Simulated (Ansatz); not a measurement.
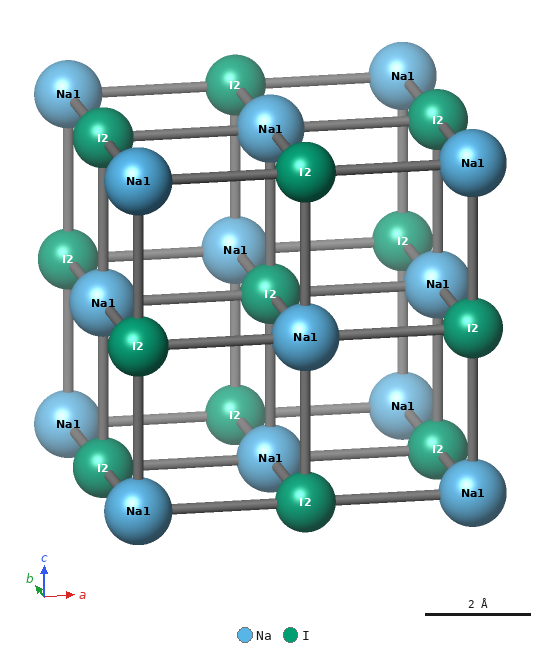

This is crystalline NaI (set up in Fm-3m). A ball-and-stick model of the conventional cell (4 times the calculation's cell), seen slightly off an axis. Lengths and directions refer to the drawn axes.

All numbers below come from DFT PBE, scalar-relativistic, plane waves, PAW (Ansatz 0.2.0). (plane-wave cutoff 420 eV; k-point mesh 6 × 6 × 6; occupations gaussian; smearing width 0.02 eV; no spin polarisation)

The variant: All lengths are scaled by +2.0 % (volume +6.0 %), the atoms keeping their fractional coordinates. No relaxation follows.

What does the calculation give for the changed structure?

Answer. Some distances before and after: I–Na 3.264 → 3.328 Å. The space group stays Fm-3m (No. 225). The energy rises by 5.2 meV per atom. The pressure goes from 0.0 to −0.8 GPa. All forces vanish by symmetry.

The changed structure in the same view:

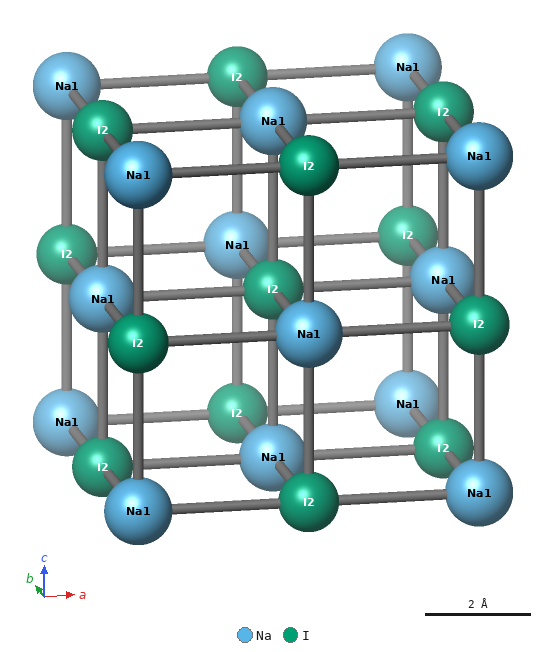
